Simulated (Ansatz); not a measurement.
## Geometry relaxation of WSi$_{6}$ (part 2 of 2)

WSi$_{6}$ (slab, 7 atoms in the cell); DFT PBEsol, scalar-relativistic, plane waves, PAW (Ansatz 0.2.0); cutoff 420 eV, 9×9×1 k-mesh, Gaussian smearing of 0.05 eV, collinear spins. The structure derives from a Materials Project entry. The run did not end well. The input holds or restrains some coordinates. Forces given for the steps count only the free coordinates. It belongs to a series of runs on one base structure; here: W over the place (3/6, 1/6) of the surface cell, its height relaxed.

Geometry of the input (Å; fractional positions):
```
3.8249  0.0000  0.0000
-1.9124  3.3125  0.0000
0.0000  0.0000  26.1211
Si 0.6667  0.3333  0.3254
Si 0.3333  0.6667  0.3559
Si 0.3333  0.6667  0.4465
Si 0.6667  0.3333  0.4756
Si 0.6667  0.3333  0.5673
Si 0.3333  0.6667  0.5929
W  0.8333  0.8333  0.6756
```

### Output, continued
```
SCF iter   1: F=—  HF=-13977.846121 eV  |F-HF|=—  |Δ(HF+E_count)|=         —  Δρ=1.42e-2 (↑1.42e-2 ↓1.29e-2)  dr2=1.93e-1  dr2_m=5.34e-1  M=1.705 μB ∫|m|=3.193 μB  β_m=1.00  ethr=2.33e-3  p=0.029 e·Å  D=1.57e-2 V/Å  ΔV_dip=-0.41 eV  dr2_dipole=1.73e-2  V_vac-E_F(+/−)=4.43/4.84 eV  ⟨swp⟩=5.1  Hψ=7201  notcnv=0  defer=247
efield: sawtooth ramp at fractional position 0.9805 (handed on by an earlier solve), width 0.0400; the density the first Hamiltonian is built on has a dipole p = 0.029 e·Å; the dipole correction subtracts the counter field D = 1.57e-2 V/Å, which shifts the + side's vacuum level by -0.41 eV against the − side's; the planar-averaged density in the ramp window peaks in size at 1.2e-6 e/Å³
preconditioner: auto → LDOS  [metal: Δε(μ)=0.006 eV  Ē_g=6.612 eV  σ=0.050 eV  W_gap=0.06  n_scr=20 (ndim 8)  ℏωp=11.2 eV  f_vac=0.503  D(μ)=4.11/eV (n_scr^D=12)]
spin=Collinear: LDOS preconditioning applied to the charge; magnetization (m = ρ↑ − ρ↓) channel mixes plain (no charge-response kernel on spin).
SCF iter   2: F=—  HF=-13978.233606 eV  |F-HF|=—  |Δ(HF+E_count)|=         —  Δρ=6.17e-3 (↑6.17e-3 ↓5.00e-3)  dr2=1.53e-1  dr2_m=7.53e-2  M=1.014 μB ∫|m|=2.521 μB  β_m=0.30  ethr=5.08e-4  p=0.033 e·Å  D=1.78e-2 V/Å  ΔV_dip=-0.46 eV  dr2_dipole=1.61e-2  V_vac-E_F(+/−)=4.42/4.89 eV  ⟨swp⟩=3.2  Hψ=5256  notcnv=0  defer=256
Mixer restart at iter 2: flushing history
density mixer auto → msr1: a metal under ldos (density of states about μ 1.34 of a free-electron gas's, 20 screened modes)
SCF iter   3: F=—  HF=-13978.139563 eV  |F-HF|=—  |Δ(HF+E_count)|=   9.40e-2  Δρ=3.95e-3 (↑3.95e-3 ↓3.15e-3)  dr2=7.24e-2  dr2_m=2.95e-2  M=1.068 μB ∫|m|=2.558 μB  β_m=0.56  ethr=4.03e-4  p=0.033 e·Å  D=1.79e-2 V/Å  ΔV_dip=-0.47 eV  dr2_dipole=1.07e-2  V_vac-E_F(+/−)=4.42/4.88 eV  ⟨swp⟩=1.4  Hψ=2352  notcnv=0  defer=256
SCF iter   4: F=—  HF=-13978.075821 eV  |F-HF|=—  |Δ(HF+E_count)|=   6.37e-2  Δρ=5.11e-4 (↑4.99e-4 ↓5.11e-4)  dr2=2.44e-3  dr2_m=4.90e-4  M=1.189 μB ∫|m|=2.638 μB  β_m=0.71  ethr=1.91e-4  p=0.031 e·Å  D=1.69e-2 V/Å  ΔV_dip=-0.44 eV  dr2_dipole=4.83e-4  V_vac-E_F(+/−)=4.44/4.88 eV  ⟨swp⟩=2.6  Hψ=3826  notcnv=0  defer=256
SCF iter   5: F=—  HF=-13978.076954 eV  |F-HF|=—  |Δ(HF+E_count)|=   1.13e-3  Δρ=3.38e-4 (↑3.24e-4 ↓3.38e-4)  dr2=1.78e-4  dr2_m=3.10e-4  M=1.237 μB ∫|m|=2.669 μB  β_m=0.86  ethr=6.43e-6  p=0.030 e·Å  D=1.62e-2 V/Å  ΔV_dip=-0.42 eV  dr2_dipole=1.26e-6  V_vac-E_F(+/−)=4.45/4.88 eV  ⟨swp⟩=2.3  Hψ=3444  notcnv=0  defer=256
SCF iter   6: F=—  HF=-13978.077213 eV  |F-HF|=—  |Δ(HF+E_count)|=   2.59e-4  Δρ=2.55e-4 (↑2.55e-4 ↓2.41e-4)  dr2=5.54e-4  dr2_m=1.73e-4  M=1.287 μB ∫|m|=2.708 μB  β_m=0.86  ethr=4.68e-7  p=0.029 e·Å  D=1.61e-2 V/Å  ΔV_dip=-0.42 eV  dr2_dipole=2.51e-4  V_vac-E_F(+/−)=4.46/4.88 eV  ⟨swp⟩=2.2  Hψ=3871  notcnv=0  defer=256
SCF iter   7: F=—  HF=-13978.077172 eV  |F-HF|=—  |Δ(HF+E_count)|=   4.06e-5  Δρ=1.16e-4 (↑9.52e-5 ↓1.16e-4)  dr2=2.81e-4  dr2_m=3.11e-5  M=1.291 μB ∫|m|=2.711 μB  β_m=0.93  ethr=4.68e-7  p=0.030 e·Å  D=1.62e-2 V/Å  ΔV_dip=-0.42 eV  dr2_dipole=1.55e-4  V_vac-E_F(+/−)=4.45/4.88 eV  ⟨swp⟩=2.4  Hψ=3348  notcnv=0  defer=256
SCF iter   8: F=—  HF=-13978.077533 eV  |F-HF|=—  |Δ(HF+E_count)|=   3.60e-4  Δρ=1.13e-4 (↑1.13e-4 ↓7.00e-5)  dr2=1.76e-4  dr2_m=1.90e-5  M=1.398 μB ∫|m|=2.812 μB  β_m=0.96  ethr=4.68e-7  p=0.031 e·Å  D=1.68e-2 V/Å  ΔV_dip=-0.44 eV  dr2_dipole=8.45e-5  V_vac-E_F(+/−)=4.44/4.88 eV  ⟨swp⟩=2.5  Hψ=3976  notcnv=0  defer=256
iter 9 did not close the SCF: its close was put off for a magnetic moment that had not settled (scf_convergence_deferred on its scf_iter line)
SCF iter   9: F=-13978.077572 eV  HF=-13978.077623 eV  |F-HF|=5.10e-5  |Δ(HF+E_count)|=   9.09e-5  Δρ=5.50e-5 (↑5.50e-5 ↓5.44e-5)  dr2=4.91e-5  dr2_m=6.81e-6  M=1.436 μB ∫|m|=2.851 μB  β_m=0.98  ethr=2.63e-7  p=0.031 e·Å  D=1.69e-2 V/Å  ΔV_dip=-0.44 eV  dr2_dipole=2.24e-5  V_vac-E_F(+/−)=4.44/4.88 eV  ⟨swp⟩=21.4  Hψ=25996  notcnv=0
iter 10 did not close the SCF: its close was put off for a magnetic moment that had not settled (scf_convergence_deferred on its scf_iter line)
SCF iter  10: F=-13978.077670 eV  HF=-13978.077672 eV  |F-HF|=1.40e-6  |Δ(HF+E_count)|=   4.82e-5  Δρ=3.28e-5 (↑2.81e-5 ↓3.28e-5)  dr2=5.79e-6  dr2_m=2.11e-6  M=1.457 μB ∫|m|=2.874 μB  β_m=0.91  ethr=1.29e-7  p=0.031 e·Å  D=1.69e-2 V/Å  ΔV_dip=-0.44 eV  dr2_dipole=3.83e-7  V_vac-E_F(+/−)=4.44/4.88 eV  ⟨swp⟩=14.4  Hψ=22406  notcnv=0
SCF iter  11: F=-13978.077671 eV  HF=-13978.077690 eV  |F-HF|=1.92e-5  |Δ(HF+E_count)|=   1.84e-5  Δρ=2.16e-5 (↑1.76e-5 ↓2.16e-5)  dr2=1.42e-5  dr2_m=8.36e-7  M=1.493 μB ∫|m|=2.913 μB  ethr=1.52e-8  p=0.031 e·Å  D=1.69e-2 V/Å  ΔV_dip=-0.44 eV  dr2_dipole=6.90e-6  V_vac-E_F(+/−)=4.44/4.88 eV  ⟨swp⟩=13.4  Hψ=22931  notcnv=0
SCF 3 converged in 11 iterations: F = -13978.077671 eV  dr2 = 1.42e-5
relax step   3: F+E_penalty+E_count = -13978.07767091 eV  Δ(F+E_penalty+E_count) = -2.806e-1 eV  max|allowed force component| = 1.579e0 eV/Å  Δτ_max = 0.1950 Å  (11 SCF iters, dr2 threshold 1.00e-4 eV, accepted)
iter 1 solved again at ethr=6.84e-4 eV; its pass at ethr=3.10e-3 eV (dr2=2.60e-1 eV) is discarded
SCF iter   1: F=—  HF=-13978.264106 eV  |F-HF|=—  |Δ(HF+E_count)|=         —  Δρ=1.55e-2 (↑1.55e-2 ↓1.44e-2)  dr2=2.78e-1  dr2_m=6.42e-1  M=0.417 μB ∫|m|=1.967 μB  β_m=0.42  ethr=6.84e-4  p=0.031 e·Å  D=1.69e-2 V/Å  ΔV_dip=-0.44 eV  dr2_dipole=8.50e-3  V_vac-E_F(+/−)=4.45/4.89 eV  ⟨swp⟩=1.5  Hψ=10146  notcnv=0  defer=234
efield: sawtooth ramp at fractional position 0.9805 (handed on by an earlier solve), width 0.0400; the density the first Hamiltonian is built on has a dipole p = 0.031 e·Å; the dipole correction subtracts the counter field D = 1.69e-2 V/Å, which shifts the + side's vacuum level by -0.44 eV against the − side's; the planar-averaged density in the ramp window peaks in size at 1.0e-6 e/Å³
eigensolver tolerance schedule calibrated: the retry pair's looser diagonalisation under-reported the residual by θ = 0.07 (0.10/decade); ethr = c·dr2/N_el runs at the constant in force after the calibration composes with the one it found (an armed cap, an earlier calibration), c = 9.7e-2
preconditioner: auto → LDOS  [metal: Δε(μ)=0.011 eV  Ē_g=6.688 eV  σ=0.050 eV  W_gap=0.12  n_scr=20 (ndim 8)  ℏωp=11.2 eV  f_vac=0.511  D(μ)=3.90/eV (n_scr^D=12)]
spin=Collinear: LDOS preconditioning applied to the charge; magnetization (m = ρ↑ − ρ↓) channel mixes plain (no charge-response kernel on spin).
SCF iter   2: F=—  HF=-13978.403654 eV  |F-HF|=—  |Δ(HF+E_count)|=   1.40e-1  Δρ=1.01e-2 (↑1.01e-2 ↓9.25e-3)  dr2=1.02e-1  dr2_m=2.69e-1  M=0.266 μB ∫|m|=1.816 μB  β_m=0.57  ethr=6.84e-4  p=0.033 e·Å  D=1.82e-2 V/Å  ΔV_dip=-0.47 eV  dr2_dipole=1.24e-2  V_vac-E_F(+/−)=4.43/4.90 eV  ⟨swp⟩=2.5  Hψ=3271  notcnv=0  defer=257
density mixer auto → msr1: a metal under ldos (density of states about μ 1.28 of a free-electron gas's, 20 screened modes)
SCF iter   3: F=—  HF=-13978.436877 eV  |F-HF|=—  |Δ(HF+E_count)|=   3.32e-2  Δρ=9.18e-4 (↑9.18e-4 ↓6.41e-4)  dr2=3.09e-3  dr2_m=1.27e-3  M=0.104 μB ∫|m|=1.583 μB  β_m=0.62  ethr=2.62e-4  p=0.029 e·Å  D=1.57e-2 V/Å  ΔV_dip=-0.41 eV  dr2_dipole=1.71e-5  V_vac-E_F(+/−)=4.45/4.86 eV  ⟨swp⟩=3.0  Hψ=4607  notcnv=0  defer=267
SCF iter   4: F=—  HF=-13978.432721 eV  |F-HF|=—  |Δ(HF+E_count)|=   4.16e-3  Δρ=3.15e-4 (↑3.15e-4 ↓3.14e-4)  dr2=5.46e-4  dr2_m=2.03e-4  M=0.109 μB ∫|m|=1.576 μB  β_m=0.74  ethr=7.91e-6  p=0.027 e·Å  D=1.49e-2 V/Å  ΔV_dip=-0.39 eV  dr2_dipole=1.23e-7  V_vac-E_F(+/−)=4.46/4.85 eV  ⟨swp⟩=2.5  Hψ=4641  notcnv=0  defer=263
SCF iter   5: F=—  HF=-13978.432930 eV  |F-HF|=—  |Δ(HF+E_count)|=   2.09e-4  Δρ=9.74e-5 (↑9.74e-5 ↓7.60e-5)  dr2=9.56e-5  dr2_m=1.38e-5  M=0.115 μB ∫|m|=1.576 μB  β_m=0.81  ethr=1.40e-6  p=0.026 e·Å  D=1.41e-2 V/Å  ΔV_dip=-0.37 eV  dr2_dipole=1.64e-5  V_vac-E_F(+/−)=4.49/4.85 eV  ⟨swp⟩=2.1  Hψ=3352  notcnv=0  defer=263
iter 6 did not close the SCF: its close was put off for a magnetic moment that had not settled (scf_convergence_deferred on its scf_iter line)
SCF iter   6: F=-13978.432908 eV  HF=-13978.433003 eV  |F-HF|=9.54e-5  |Δ(HF+E_count)|=   7.33e-5  Δρ=5.11e-5 (↑5.11e-5 ↓2.92e-5)  dr2=7.44e-5  dr2_m=3.21e-6  M=0.114 μB ∫|m|=1.571 μB  β_m=0.90  ethr=2.45e-7  p=0.025 e·Å  D=1.39e-2 V/Å  ΔV_dip=-0.36 eV  dr2_dipole=3.70e-5  V_vac-E_F(+/−)=4.49/4.85 eV  ⟨swp⟩=21.3  Hψ=25375  notcnv=0
iter 7 did not close the SCF: its close was put off for a magnetic moment that had not settled (scf_convergence_deferred on its scf_iter line)
SCF iter   7: F=-13978.433013 eV  HF=-13978.433018 eV  |F-HF|=4.56e-6  |Δ(HF+E_count)|=   1.46e-5  Δρ=1.86e-5 (↑1.86e-5 ↓1.48e-5)  dr2=4.69e-6  dr2_m=6.13e-7  M=0.112 μB ∫|m|=1.567 μB  β_m=0.95  ethr=1.90e-7  p=0.025 e·Å  D=1.39e-2 V/Å  ΔV_dip=-0.36 eV  dr2_dipole=1.96e-6  V_vac-E_F(+/−)=4.49/4.86 eV  ⟨swp⟩=13.8  Hψ=21206  notcnv=0
```

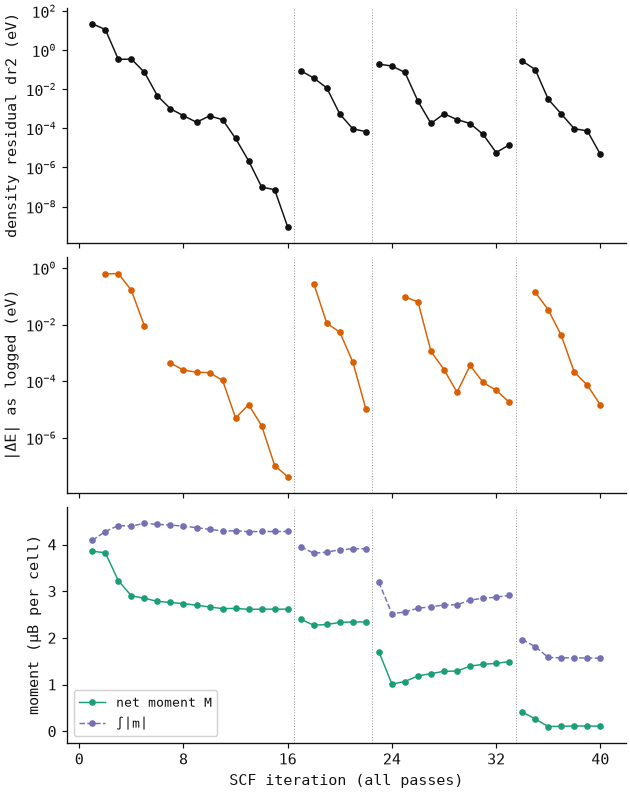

Fig. 1: Convergence of the self-consistent field: density residual dr2, size of the energy change and magnetic moment against the SCF iteration. Dotted lines part the SCF passes that the log prints in full. The net moment goes from 3.9 to 0.1 μB per cell.

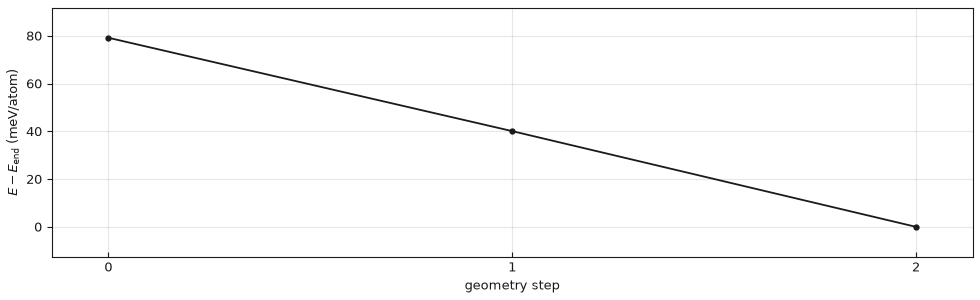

Fig. 2: Progress of the restrained relaxation, step by step (the first geometry is step 0 here and step 1 in the log).

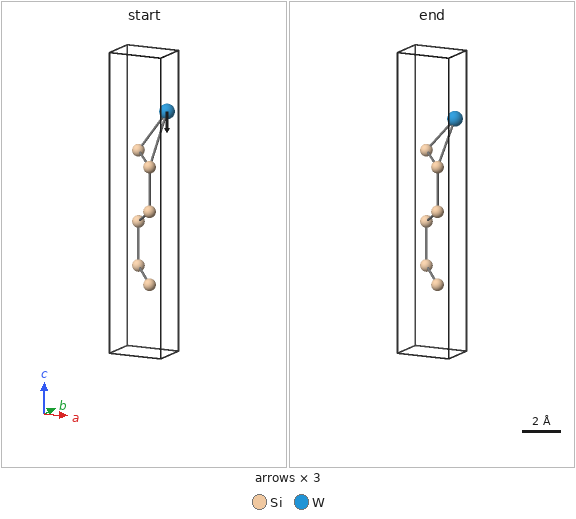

Fig. 3: Before (left) and after (right) the restrained relaxation, at one scale (ball-and-stick view of the cell of the calculation, with the vacuum cut short, seen slightly off an axis). The black arrows give the displacements, magnified 3 times. The run was cut off at its time limit before the relaxation converged, so the last structure is only a point on the way. W7 moves most: 0.39 Å. Si stays in place. The cell doesn't change. Among the contacts that change: Si5–W7 3.295 → 2.967 Å, Si6–W7 2.740 → 2.445 Å. Among the angles that change: Si6–W7–Si6 80.6° → 91.0°, W7–Si6–W7 80.6° → 91.0°, Si5–W7–Si6 81.9° → 90.9°. The energy falls by 79.2 meV per atom in 2 geometry steps. The largest force component goes from 1.5 to 1.6 eV/Å. (Atoms are counted from 1 in the order of the input.)

### Trajectory as extended XYZ (Å, eV, eV/Å), 3 frames, from step=1 to step=3
```
7
Lattice="3.8249 0.0000 0.0000 -1.9124 3.3125 0.0000 0.0000 0.0000 26.1211" Properties=species:S:1:pos:R:3:forces:R:3 step=1 energy=-13977.52344
Si    1.9124    1.1041    8.5000   -0.0070   0.0127   0.4128
Si    0.0000    2.2083    9.2968   -0.0044  -0.0148  -0.6035
Si    0.0000    2.2083   11.6622    0.0093  -0.0012   0.0062
Si    1.9124    1.1041   12.4243    0.0196   0.0752   0.0104
Si    1.9124    1.1041   14.8176    0.0547  -0.0287  -0.3293
Si    0.0000    2.2083   15.4882    0.0845   0.2307   1.9936
W     1.5937    2.7604   17.6482   -0.1566  -0.2740  -1.4902
7
Lattice="3.8249 0.0000 0.0000 -1.9124 3.3125 0.0000 0.0000 0.0000 26.1211" Properties=species:S:1:pos:R:3:forces:R:3 step=2 energy=-13977.79709
Si    1.9124    1.1041    8.5000   -0.0152   0.0142   0.4000
Si    0.0000    2.2083    9.2968    0.0024  -0.0205  -0.5554
Si    0.0000    2.2083   11.6622    0.0076   0.0084  -0.0315
Si    1.9124    1.1041   12.4243    0.0198   0.0925   0.0287
Si    1.9124    1.1041   14.8176    0.1562  -0.0285  -0.2761
Si    0.0000    2.2083   15.4882   -0.2283   0.1412   1.7734
W     1.5937    2.7604   17.4532    0.0574  -0.2075  -1.3406
7
Lattice="3.8249 0.0000 0.0000 -1.9124 3.3125 0.0000 0.0000 0.0000 26.1211" Properties=species:S:1:pos:R:3:forces:R:3 step=3 energy=-13978.07767
Si    1.9124    1.1041    8.5000   -0.0234  -0.0060   0.4326
Si    0.0000    2.2083    9.2968    0.0071   0.0019  -0.5751
Si    0.0000    2.2083   11.6622    0.0097   0.0154   0.0060
Si    1.9124    1.1041   12.4243    0.0164   0.1458   0.0567
Si    1.9124    1.1041   14.8176    0.2793  -0.0748   0.0954
Si    0.0000    2.2083   15.4882   -0.8196   0.0405   1.5638
W     1.5937    2.7604   17.2582    0.5306  -0.1227  -1.5794
```

### What the run reported

```tsv
quantity	value
outcome	stopped at the time limit
wall time	7.8 min
peak memory	1 GiB
```

### Diagnosis

The run was cut off by its time limit, so the output is incomplete.
